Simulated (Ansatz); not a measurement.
Read the following structure.

```yaml
crystal:
  lattice:
    - [2.78716, 0.00000, 0.00000]
    - [-1.39358, 2.41375, 0.00000]
    - [0.00000, 0.00000, 9.14712]
  atoms:
    - { symbol: Al, position: [0.00000, 0.00000, 0.00000] }
    - { symbol: Al, position: [0.33333, 0.66667, 0.25000] }
    - { symbol: Al, position: [0.00000, 0.00000, 0.50000] }
    - { symbol: Al, position: [0.66667, 0.33333, 0.75000] }
```

Q: Work out the structure from the coordinates.

A: The element is aluminium. Symmetry: P6_3/mmc (No. 194), primitive hexagonal lattice. It belongs to the family called double hexagonal close-packed (α-La type). The cell holds four atoms. Every Al atom has twelve Al at 2.79 to 2.80 Å as neighbours. The bonds build a three-dimensional framework.

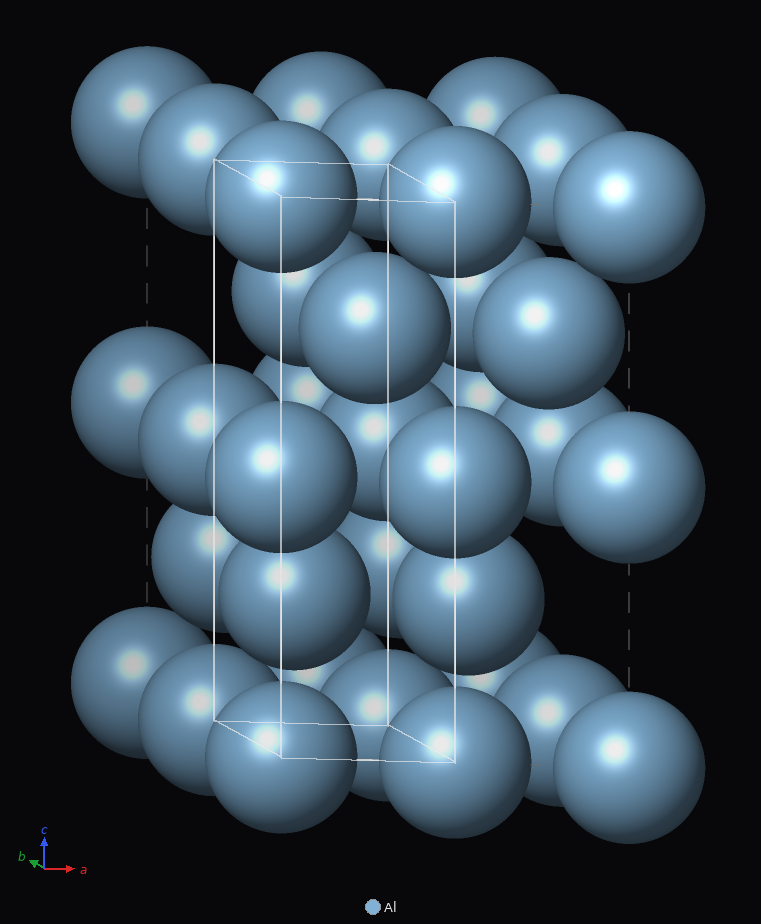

We look at a space-filling model of the crystal slightly off an axis. Solid lines give the conventional unit cell, repeated here 2×2×1 times. Colours: aluminium light blue.

Starting structure: a structure listed in the Materials Project. It was relaxed with Ansatz, DFT PBEsol, scalar-relativistic, plane waves, PAW under a constraint or pressure on the cell, so some stress remains.

At this level of theory the run's own cell isn't at rest (compressed, at 5 GPa), so its distances can differ from those at equilibrium, the more so the softer the solid.
